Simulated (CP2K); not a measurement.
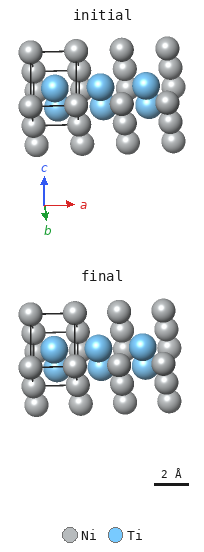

The structure of solid TiNi (set up in P4/mmm) before (top) and after (bottom) a relaxation, at one scale.

The picture is a spheres-only view of the cell of the calculation, repeated 3 × 2 × 1 with one cell outlined, seen from a free direction.

The run lets cell and atoms move.

These are results of Kohn-Sham DFT of a periodic cell, LDA, GTH-PADE with UZH-TZVP basis (short-range sets on d metals) (CP2K 2026.2), not measurements.

Input
```
&GLOBAL
  PROJECT tini_vcrelax
  RUN_TYPE CELL_OPT
  PRINT_LEVEL LOW
&END GLOBAL
&FORCE_EVAL
  METHOD QS
  STRESS_TENSOR ANALYTICAL
  &DFT
    BASIS_SET_FILE_NAME BASIS_MOLOPT_UCL
    POTENTIAL_FILE_NAME GTH_POTENTIALS
    UKS T
    MULTIPLICITY 3
    &MGRID
      CUTOFF 600
      REL_CUTOFF 60
      NGRIDS 4
    &END MGRID
    &QS
      METHOD GPW
      EPS_DEFAULT 1.0E-9
      EXTRAPOLATION USE_PREV_P
    &END QS
    &KPOINTS
      SCHEME MONKHORST-PACK 7 7 6
      GAMMA_CENTERED T
    &END KPOINTS
    &SCF
      SCF_GUESS ATOMIC
      EPS_SCF 5.0E-6
      MAX_SCF 150
      ADDED_MOS 16 18
      CHOLESKY OFF
      EPS_EIGVAL 1.0E-7
      &DIAGONALIZATION ON
        ALGORITHM STANDARD
      &END DIAGONALIZATION
      &MIXING ON
        METHOD BROYDEN_MIXING
        ALPHA 0.2
        BETA 1.5
        NBUFFER 10
      &END MIXING
      &SMEAR ON
        METHOD FERMI_DIRAC
        ELECTRONIC_TEMPERATURE [K] 580.226
      &END SMEAR
    &END SCF
    &XC
      &XC_FUNCTIONAL
        &LDA_X
        &END LDA_X
        &LDA_C_PW
        &END LDA_C_PW
      &END XC_FUNCTIONAL
    &END XC
    &PRINT
      &KPOINTS ON
      &END KPOINTS
      &MULLIKEN ON
        &EACH
          CELL_OPT 0
        &END EACH
        ADD_LAST NUMERIC
      &END MULLIKEN
      &MO ON
        ENERGIES T
        OCCUPATION_NUMBERS T
        &EACH
          QS_SCF 0
          CELL_OPT 0
        &END EACH
        ADD_LAST NUMERIC
      &END MO
    &END PRINT
  &END DFT
  &SUBSYS
    &CELL
      A 2.7358030000 0.0000000000 0.0000000000
      B 0.0000000000 2.7358030000 0.0000000000
      C 0.0000000000 0.0000000000 3.5814100000
      PERIODIC XYZ
    &END CELL
    &COORD
      SCALED
      Ni  0.0000000000 0.0000000000 0.0000000000
      Ti  0.5000000000 0.5000000000 0.5000000000
    &END COORD
    &KIND Ni
      BASIS_SET TZVP-MOLOPT-SR-GTH-q18
      POTENTIAL GTH-PADE-q18
      MAGNETIZATION 1.0
    &END KIND
    &KIND Ti
      BASIS_SET TZVP-MOLOPT-SR-GTH-q12
      POTENTIAL GTH-PADE-q12
      MAGNETIZATION 1.0
    &END KIND
    &PRINT
      &ATOMIC_COORDINATES ON
      &END ATOMIC_COORDINATES
      &CELL ON
      &END CELL
      &SYMMETRY ON
      &END SYMMETRY
    &END PRINT
  &END SUBSYS
  &PRINT
    &FORCES ON
    &END FORCES
    &STRESS_TENSOR ON
    &END STRESS_TENSOR
  &END PRINT
&END FORCE_EVAL
&MOTION
  &CELL_OPT
    OPTIMIZER BFGS
    MAX_ITER 40
    MAX_FORCE [eV*angstrom^-1] 0.02
    RMS_FORCE [eV*angstrom^-1] 0.02
    MAX_DR 1.0E-2
    RMS_DR 1.0E-2
    EXTERNAL_PRESSURE [bar] 0.0
    PRESSURE_TOLERANCE [bar] 300
    KEEP_SPACE_GROUP T
  &END CELL_OPT
  &PRINT
    &TRAJECTORY ON
    &END TRAJECTORY
    &CELL ON
    &END CELL
    &FORCES ON
    &END FORCES
    &STRESS ON
    &END STRESS
    &RESTART OFF
    &END RESTART
    &RESTART_HISTORY OFF
    &END RESTART_HISTORY
  &END PRINT
&END MOTION
```

Launched with:
```bash
OMP_NUM_THREADS=1 cp2k.psmp -i tini_vcrelax.inp -o tini_vcrelax.out
```

### What changed between the two?

No atom moves by more than 0.005 Å relative to the cell. Cell: a = b 2.736 → 2.657 Å (−2.9 %), c 3.581 → 3.514 Å (−1.9 %). Volume −7.5 %. Near-neighbour distances that change, for instance: Ni–Ni 2.736 → 2.657 Å, Ti–Ti 2.736 → 2.657 Å, Ni–Ti 2.636 → 2.572 Å. The space group stays P4/mmm (No. 123). The energy falls by 42.1 meV per atom in 5 geometry steps.

Limits of the set-up: only the magnetic order of this start and cell was tried (total moment 0.0 μB per cell).
